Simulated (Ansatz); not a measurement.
## Electronic structure of AlN in real space

Input file:

```
crystal:
  lattice:
    - [3.1110021516, 0.0, 0.0]
    - [-1.5555010758, 2.6942068945, 0.0]
    - [0.0, 0.0, 4.978]
  atoms:
    - { symbol: Al, position: [0.3277658322, 0.6555316644, 0.0] }
    - { symbol: Al, position: [0.6722341678, 0.3444683356, 0.5] }
    - { symbol: "N", position: [0.3382113954, 0.6764227908, 0.385] }
    - { symbol: "N", position: [0.6617886046, 0.3235772092, 0.885] }
basis:
  ecutwfc: 500
kpoints:
  mp_grid: { grid: [12, 12, 6] }
hamiltonian:
  xc: r2scan
scf:
  occupations: { method: gaussian, width: 0.05 }
output:
  forces: true
  stress: true
  eigenvalues: true
  write_density: true
  write_potential: true
  elf: true
  volumetric_format: npy
```

Run with:

```sh
ansatz run input.yaml --threads 2 --pin off --max-ram 5120MiB --backend cpu --events-out ev --progress --plain --runs-dir out
```

Below, planes, directions and counts refer to the conventional cell (a = 3.11 Å, b = 5.39 Å, c = 4.98 Å, α = 90.00°, β = 90.00°, γ = 90.00°).

Space group Cmc2₁.

All numbers below come from DFT r2SCAN, scalar-relativistic, plane waves, PAW (Ansatz 0.2.0).

The density is the valence pseudo-density of a PAW calculation; it isn't the true density close to the nuclei.

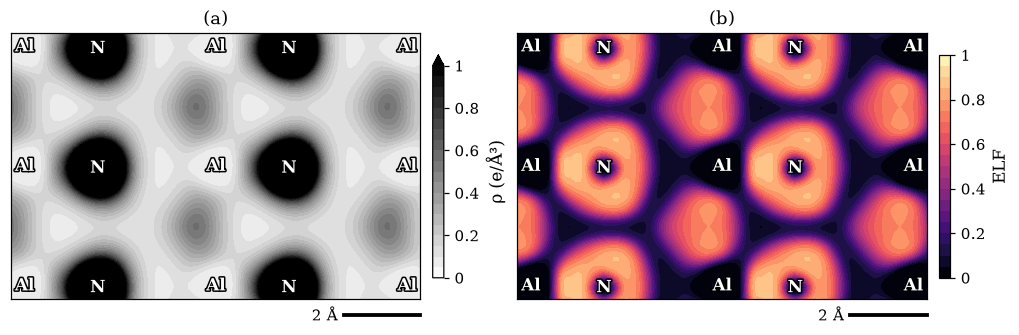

Figure 1. (a) valence charge density (pseudo); (b) electron localisation function on the (11̄0) plane of the conventional cell.

### Interpret the plot.

- The plane passes through Al and N nuclei.
- Atoms just off the plane (Al, 0.9 Å away and N, 0.9 Å away) can leave unmarked features too.
- Between the atoms the lowest density in this plane is 0.07 e/Å³.

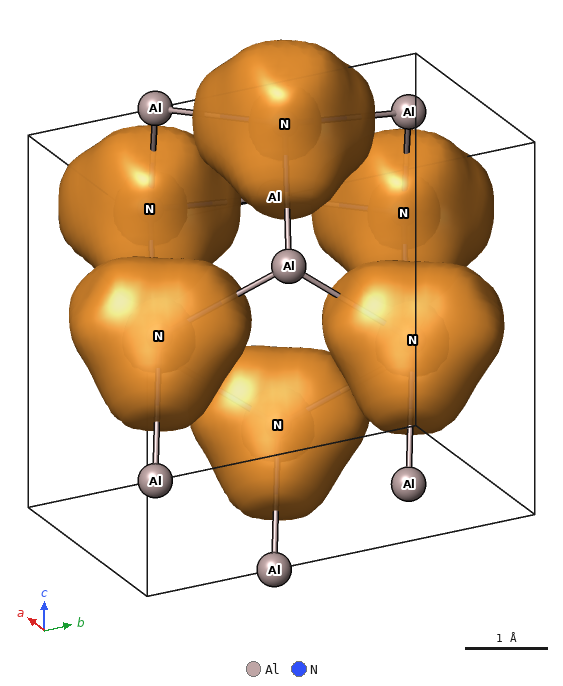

Figure 2. Isosurface of the ELF at 0.7 (orange), seen at an oblique angle. Core shells and regions of very low density are left out. Sticks mark near contacts.

### Identify the bonds, lone pairs and shells in this picture.

At this value the surface marks out four regions on N in which the atom's valence shell and bonds are merged, counted in one cell of 8 atoms. Regions shared between cells count once. Along the contacts the grid gives the following. Al–N (1.88 Å): the ELF peaks at about 0.90 in the valence shell of N, 0.8 Å from its nucleus, and is about 0.85 at the midpoint.

### Does the calculation give a band gap?

It is gapped, with a Kohn–Sham gap of 4.8 eV on the k-point mesh, an upper bound to the gap of this method.
